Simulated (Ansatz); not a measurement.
## Band-structure calculation of B

System: B (4 atoms in the cell).
Method: DFT PBE, scalar-relativistic, plane waves, PAW, no spin polarisation (Ansatz 0.2.0).

The structure was made by a generator, so it may or may not be a known phase. Figures and captions count atoms from 1; the log counts them from 0 in places.

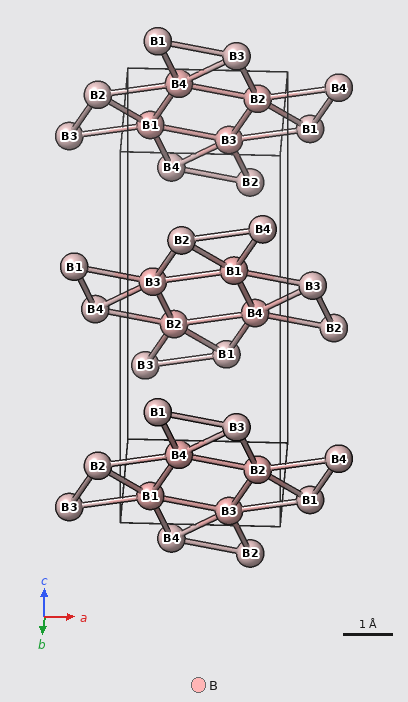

Figure 1. The input geometry (ball-and-stick view of the cell 2 times as large as that of the calculation, set on its symmetry axes, seen at an oblique angle; neighbours outside the cell are drawn fainter; atoms are numbered from 1 in the order of the input). An atom can appear more than once, as a periodic image. Near neighbours in the periodic cell (some may lie outside the picture): B has 5 B at 1.59 to 1.71 Å.

## Input
```yaml
crystal:
  lattice:
    - [-1.6353092387, 1.6353092387, 4.4537423332]
    - [1.6353092387, -1.6353092387, 4.4537423332]
    - [1.6353092387, 1.6353092387, -4.4537423332]
  atoms:
    - { symbol: B, position: [0.6720829555, 0.1720829555, 0.8441659109] }
    - { symbol: B, position: [0.3279170445, 0.8279170445, 0.1558340891] }
    - { symbol: B, position: [0.8279170445, 0.6720829555, 0.5] }
    - { symbol: B, position: [0.1720829555, 0.3279170445, 0.5] }
basis:
  ecutwfc: 420
kpoints:
  mp_grid: { grid: [20, 20, 20] }
  band_path:
    path:
      - [[0.0, 0.0, 0.0], [0.0, 0.0, 0.5], [0.25, 0.25, 0.25], [0.0, 0.5, 0.0], [0.0, 0.0, 0.0], [0.5, 0.5, -0.5], [0.28370463, 0.71629537, -0.28370463]]
      - [[-0.28370463, 0.28370463, 0.28370463], [0.0, 0.0, 0.0]]
      - [[0.0, 0.0, 0.5], [-0.06740927, 0.06740927, 0.5]]
      - [[0.5, 0.5, -0.06740927], [0.5, 0.5, -0.5]]
    npoints: 14
hamiltonian:
  xc: pbe
scf:
  occupations: { method: gaussian, width: 0.1 }
  n_extra_bands: 10
output:
  forces: true
  stress: true
  eigenvalues: true
  populations: true
  dos: { projected: true, de: 0.02, nscf_kmesh: { grid: [24, 24, 24] } }
  bader: true
  write_density: true
  write_potential: true
  elf: true
  volumetric_format: npy
```

Hardware: 1 thread of Intel Xeon @ 2.70GHz, 189 GiB of memory available, shared host.

Command:
```bash
ansatz run input.yaml --threads 1 --pin off --max-ram 2560MiB --backend cpu --events-out ev --progress --plain --runs-dir out
```

## Output
```
scf.n_extra_bands = 10 over 6 filled bands (N_el = 12.0): the run solves 16 bands
Engine: ansatz 0.2.0, x86_64-unknown-linux-gnu
Pseudopotentials: kind: paw
Pseudopotential: B, paw, valence charge 3, recommended cutoff 420 eV (normal), B.paw.azcp
Functional definition: PBE
  parameter kappa = 0.804
  parameter beta = 0.06672455060314922
  exchange = pbe_x(kappa = kappa, mu = beta*pi^2/3)
  correlation = pbe_c(beta = beta)
Crystal: 4 atoms, lattice volume = 47.641 Å³
Basis set: ecut = 420 eV, 955 PW (Γ), exchange–correlation on 72×72×72 points (8 copies of the dense FFT grid, shifted against one another)
Bands: 16, of which v1, the nominal top of the filled ones, is band 6 counted from 1 (5 counted from 0)
Symmetry: 16 space group operations
Space group: I4/mcm (ITA 140), of the structure as read, at distance tolerance 3.6e-5 Å
k-points: 641 of 8000
Non-local potential: B, projectors of the file, l = 0: 2, l = 1: 2, l = 2: 1
PAW form: soft (Blöchl's): semilocal exchange-correlation on the pseudo side does not see the compensation charge
PAW one-centre angular grid: B, 110 points (default); XC on 64 Gauss nodes
Initial density: superposition of atomic densities (neutral atoms: chi_scale 0, normalization atom), corrected by the library's trained network
Initial wavefunctions: pseudopotential atomic-orbital guess
Functional: x = pbe(κ = 0.804, μ = 0.2195149727645171), c = pbe(β = 0.06672455060314922)
SCF iter   1: F=—  HF=-620.888951 eV  |F-HF|=—  |Δ(HF+E_count)|=         —  Δρ=1.36e-2  dr2=9.82e-2  ethr=1.77e-3  ⟨swp⟩=6.2  Hψ=58756  notcnv=0  defer=735
preconditioner: auto → LDOS  [metal: Δε(μ)=0.004 eV  Ē_g=15.136 eV  σ=0.100 eV  W_gap=0.02  n_scr=10 (ndim 8)  ℏωp=18.6 eV  f_vac=0.143  D(μ)=0.55/eV (n_scr^D=2)  β→1.0]
SCF iter   2: F=—  HF=-620.856850 eV  |F-HF|=—  |Δ(HF+E_count)|=   3.21e-2  Δρ=3.19e-3  dr2=6.90e-3  ethr=8.18e-4  ⟨swp⟩=3.0  Hψ=23705  notcnv=0  defer=1580
SCF iter   3: F=—  HF=-620.855170 eV  |F-HF|=—  |Δ(HF+E_count)|=   1.68e-3  Δρ=1.99e-4  dr2=1.25e-5  ethr=5.75e-5  ⟨swp⟩=2.4  Hψ=15349  notcnv=0  defer=1580
SCF iter   4: F=—  HF=-620.855231 eV  |F-HF|=—  |Δ(HF+E_count)|=   6.10e-5  Δρ=2.50e-5  dr2=2.58e-7  ethr=1.04e-7  ⟨swp⟩=2.0  Hψ=12303  notcnv=0  defer=1580
iter 5 did not close the SCF: its close was put off for the readings that it lacked (scf_convergence_deferred on its scf_iter line)
SCF iter   5: F=-620.855232 eV  HF=-620.855232 eV  |F-HF|=9.96e-10  |Δ(HF+E_count)|=   2.46e-7  Δρ=3.91e-6  dr2=5.56e-9  ethr=2.15e-9  ⟨swp⟩=2.8  Hψ=12634  notcnv=0  defer=1580
SCF iter   6: F=-620.855232 eV  HF=-620.855232 eV  |F-HF|=1.75e-10  |Δ(HF+E_count)|=  1.85e-10  Δρ=4.64e-7  dr2=5.20e-11  ethr=4.64e-11  ⟨swp⟩=11.1  Hψ=62357  notcnv=0
SCF 1 converged in 6 iterations: F = -620.855232 eV  dr2 = 5.20e-11
  greatest PAW one-centre occupation: 0.525 electrons in one spin orbital (limit 2), on the B atom at site 1 (counted from 0), in its partial waves of l = 0
NSCF: frozen V_eff on 130 k-points
NSCF: frozen V_eff on 1063 k-points
SCF converged after 6 iterations
Free energy (F): -620.855232 eV
Harris-Foulkes:  -620.855232 eV  (|F-HF|=1.75e-10)
Internal energy: -620.852558 eV  (E = F + TS)
E sigma→0 (E₀):  -620.853895 eV
Entropy (-TS):   -0.002673 eV (-0.668 meV/atom)
Fermi energy:    4.672714 eV
--- Per-component energies (eV) ---
  E_band       = -37.590405
  E_kinetic    = 198.906027
  E_local      = -394.450189  (includes V_loc(G=0)·N_el)
  E_nonlocal   = 44.505437
  E_hartree    = 137.575354
  E_xc         = -127.358228
  E_vxc        = -150.833281  (∫ρ·V_xc dr)
  E_paw        = -314.617576  (= ΣΔE_a)
  E_vpaw       = -10.869038  (= ΣTr[D̂ρ^β])
  E_aug_tail   = -0.000012  (compensation charges beyond the density's cutoff)
  E_ewald      = -165.413370
  E_smearing   = -0.002673  (= −TS)
  E_closure    = -0.000000  (closes the sum)
  Σ components = -620.855232   (vs F -620.855232, Δ=0.00e0)
--- Forces (eV/Å), atoms counted from 1 ---
  atom   1  B     -0.00032324    -0.00032324     0.00000000
  atom   2  B      0.00032324     0.00032324     0.00000000
  atom   3  B     -0.00032324     0.00032324    -0.00000000
  atom   4  B      0.00032324    -0.00032324    -0.00000000
  max |Σ_I F_I| component: 3.47e-18 eV/Å
--- Stress (GPa, compression-positive) ---
        0.016717       0.000000       0.000000
        0.000000       0.016717      -0.000000
        0.000000       0.000000       0.007064
  P = ⅓ Tr σ = 0.0135 GPa (0.135 kbar)
--- Band table (eV; the first three rows and the last of 641) ---
  k-point 0: bands = ["-11.1023", "-4.8005", "-1.9353", "-1.6706", "-0.0201", "-0.0201", "7.2091", "9.3019", "9.3019", "9.8548", "10.2039", "10.6693", "10.6693", "15.7398", "15.9971", "21.2927"]
  k-point 1: bands = ["-11.0547", "-4.8702", "-2.3379", "-1.6043", "-0.0267", "0.4880", "7.2717", "8.5595", "9.0947", "9.1106", "10.6930", "10.9684", "11.4879", "16.0083", "16.1284", "21.0446"]
  k-point 2: bands = ["-10.9120", "-5.0599", "-3.0542", "-1.4054", "-0.0992", "1.5198", "7.4595", "7.5669", "8.2730", "8.6261", "10.7642", "11.9690", "12.4636", "16.5663", "16.6956", "20.4295"]
  k-point 640: bands = ["-11.0412", "-4.8119", "-2.2713", "-1.9523", "-0.0461", "-0.0461", "9.6308", "9.6308", "9.8466", "10.5777", "10.5777", "10.5802", "10.9797", "13.8481", "15.6150", "17.2758"]
--- Löwdin populations: 4 sites ---
  site symbol       q [e]
     0      B      2.9438
     1      B      2.9438
     2      B      2.9438
     3      B      2.9438
  spilling = 0.018750 (of n_electrons = 12.000000)
--- Bader charges: 4 sites ---
  site symbol  charge [e]  shift [e]
     0      B      0.0000     0.0000
     1      B      0.0000     0.0000
     2      B      0.0000     0.0000
     3      B      0.0000     0.0000
  estimated error of the sums over rays = 1.9e-4 e
```

## File bader_charges.tsv
```
# site	symbol	x_ang	y_ang	z_ang	partial_charge_e	electrons	volume_ang3	relative_density_drop	shared_charge_e	partial_wave_shift_e
# quadrature_error_electrons = 1.9e-4
0	B	0.5628	2.1981	0.0000	0.00001	4.99999	11.90	-	0.00001	0.00000
1	B	1.0725	-0.5628	4.4537	0.00001	4.99999	11.90	-	0.00001	0.00000
2	B	0.5628	1.0725	4.4537	-0.00001	5.00001	11.90	-	-0.00001	0.00000
3	B	1.0725	0.5628	0.0000	-0.00001	5.00001	11.90	-	-0.00001	0.00000
```

## File populations.tsv
```
# site	symbol	l	j	q
# orbitals = lowdin
# n_electrons = 12.000000
# spilling = 0.018750
0	B	0_2S	-	0.511564
0	B	1_2P	-	2.432187
1	B	0_2S	-	0.511564
1	B	1_2P	-	2.432187
2	B	0_2S	-	0.511564
2	B	1_2P	-	2.432187
3	B	0_2S	-	0.511564
3	B	1_2P	-	2.432187
```

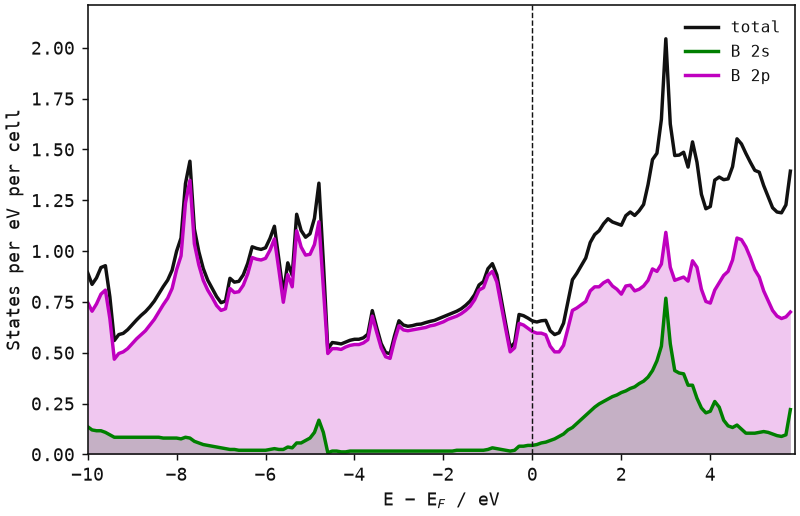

Figure 2. Density of states (projected on Löwdin-orthogonalised atomic shells), with energies from the Fermi level. There are states at the Fermi level: a metal at this level of theory.

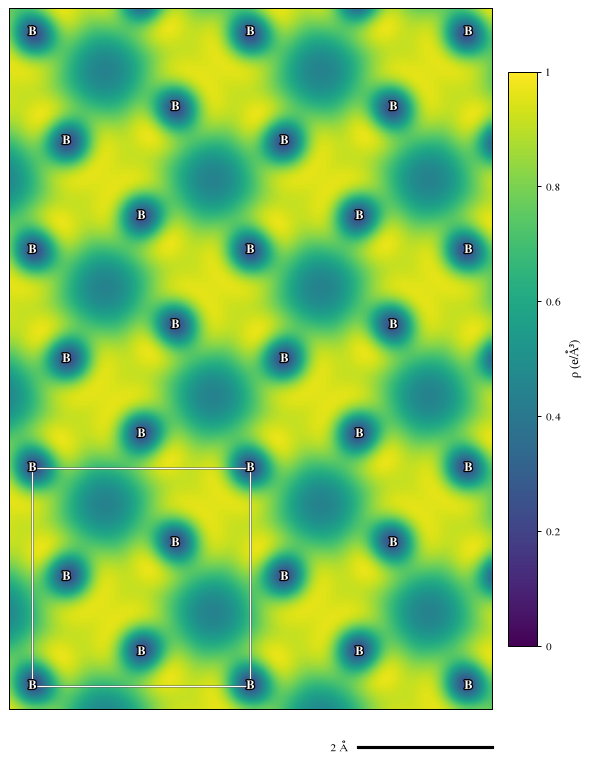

Figure 3. Valence charge density (pseudo) on the (001) plane of the conventional cell. B–B (1.59 Å): ρ at the midpoint is about 0.95 e/Å³, a local maximum along the line. B–B (1.71 Å): the density is about 0.85 e/Å³ at the midpoint, a local maximum along the line. Away from the nuclei the density in this plane falls to 0.44 e/Å³ at its lowest. The fields are those of the smooth PAW valence density.

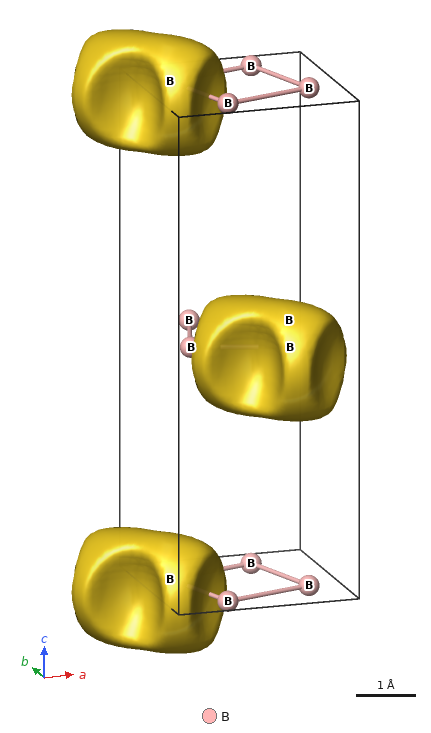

Figure 4. Isosurface of the ELF at 0.6 (yellow), seen slightly off an axis. Core shells and regions of very low density are left out. Sticks mark near contacts. The outline is the cell set on symmetry axes. Profiles from the grid: B–B (1.59 Å): the ELF peaks at about 0.70 between the atoms. B–B (1.71 Å): the ELF peaks at about 0.85 between the atoms, which marks a shared electron pair.

## Summary

- outcome: converged
- space group (tolerance 0.01 Å): I4/mcm (140)
- electrons treated: 12
- free energy: −620.8552 eV
- Fermi energy: 4.673 eV
- gap on the k-point mesh: none (metallic)
- pressure: 0.01 GPa
- largest force (length of the vector): under 0.001 eV/Å
- wall time: 97 s
- peak memory: 0.82 GiB
